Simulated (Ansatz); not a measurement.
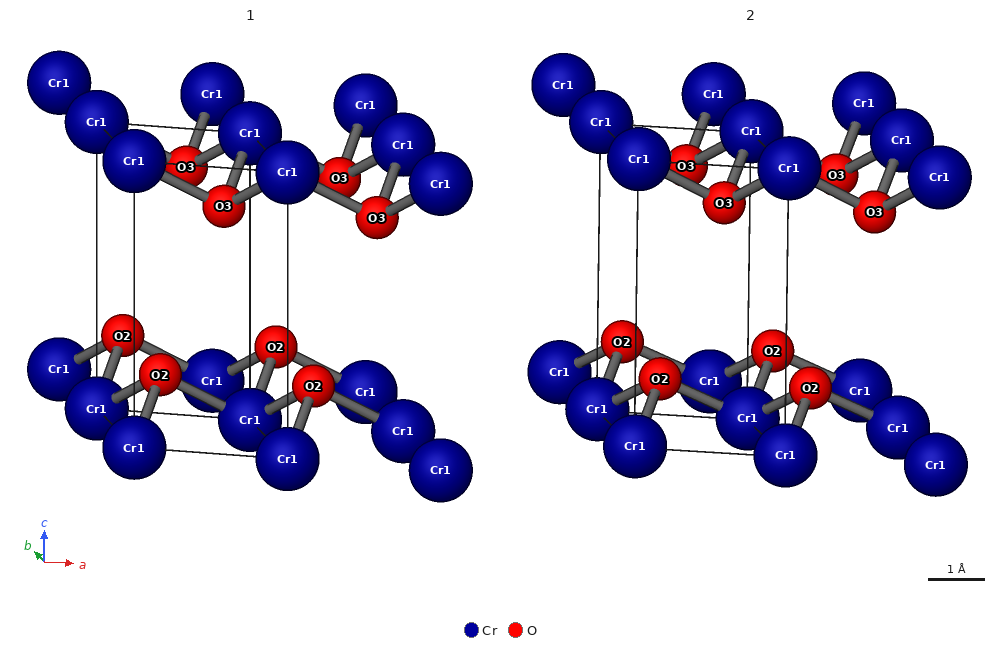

Two geometries of a crystal of CrO$_{2}$ (built on the CdI2 type): one is the relaxed structure, the other was perturbed away from it. The picture is a ball-and-stick view of the cell of the calculation, repeated 2 × 2 × 1 with one cell outlined, seen slightly off an axis.

Level of theory: DFT PBE, scalar-relativistic, plane waves, PAW (Ansatz 0.2.0). (plane-wave cutoff 420 eV; k-point mesh 14 × 14 × 6; occupations gaussian; smearing width 0.05 eV; collinear spin)

**Which one is perturbed?**

Structure 2 is the perturbed one. The cell is strained by +1.7 % along [1 −2 2], −1.1 % roughly along [1 3 1], −2.6 % roughly along [3 1 −1] (volume −2.0 %) and atoms are displaced by up to 0.07 Å (root mean square over those that move 0.05 Å) relative to the cell: Cr1 0.03 Å along [1 0 1], O2 0.07 Å along [0 −1 −1]. No relaxation follows. Near-neighbour distances before and after: Cr–O 1.921 → 1.835 to 1.980 Å. The space group (tolerance 0.01 Å) goes from P-3m1 (No. 164) to P1 (No. 1). It costs 53.6 meV per atom. The pressure goes from 0.0 to 12.0 GPa. The principal stresses (compression positive) are 17.0 GPa roughly along [3 0 −1], 16.2 GPa roughly along [2 3 1], 2.7 GPa along [1 −1 1]. The largest force is 1.9 eV/Å, on O2, along [−1 2 2]. The forces mostly point back along the displacements (cosine −0.96). The absolute magnetisation per cell goes from 2.25 to 2.18 μB (net moment 2.00 and 2.00 μB). It is metallic before and after.

Limits of the set-up: layers or molecules are held without a dispersion correction, so their spacing is unreliable.
